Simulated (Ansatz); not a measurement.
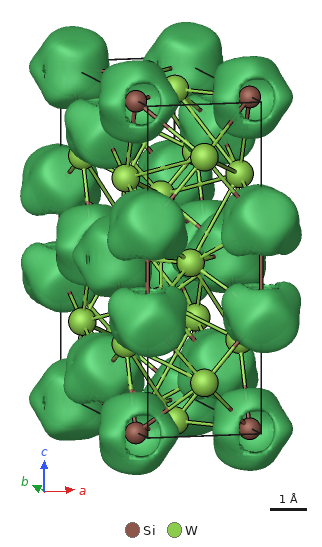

Figure 1: Si2W3. Isosurface of the ELF at 0.6 (green), seen slightly off an axis. Only the valence region is drawn (cores and ρ < 0.01 e/Å³ removed). Sticks mark near contacts.

Space group Amm2; a structure from a database of computed crystals, not necessarily the ambient phase; changed on purpose from its base cell (all Si atoms moved +0.025 Å, as atom 1 towards its neighbour atom 2 (Si) at 2.496 A); not relaxed (largest force 0.4 eV/Å).

All numbers below come from DFT PBEsol, scalar-relativistic, plane waves, PAW in Ansatz 0.2.0.

In a PAW calculation such maps are meaningful between the atoms, not at the nuclei.

```
Si W
1.0
     0.00000    0.00000    3.27491
     6.58244   -6.58244    0.00000
     6.58244    6.58244    0.00000
Si W
8 12
Direct
  0.00000 0.50000 0.13139
  0.00000 0.00000 0.63139
  0.00000 0.00000 0.36324
  0.00000 0.50000 0.86324
  0.00000 0.63408 0.49731
  0.00000 0.13408 0.99731
  0.00000 0.36592 0.49731
  0.00000 0.86592 0.99731
  0.00000 0.75000 0.25000
  0.00000 0.25000 0.75000
  0.00000 0.25000 0.25000
  0.00000 0.75000 0.75000
  0.50000 0.00000 0.15986
  0.50000 0.50000 0.65986
  0.50000 0.50000 0.34014
  0.50000 0.00000 0.84014
  0.50000 0.65986 0.00000
  0.50000 0.15986 0.50000
  0.50000 0.34014 0.00000
  0.50000 0.84014 0.50000
```

Where are the electrons localised?

The ELF exceeds this value in eight regions wrapped around Si (the valence shell of each), counted in one cell of 20 atoms. Any copies at cell faces, edges or corners count once.

Values along the shortest contacts:
Si–Si (2.50 Å): the ELF peaks at about 0.50 in the valence shell of Si, 1.0 Å from its nucleus, and is about 0.50 at the midpoint. Si–W (2.50 Å): the ELF peaks at about 0.65 in the valence shell of Si, 0.9 Å from its nucleus, and is about 0.40 at the midpoint.
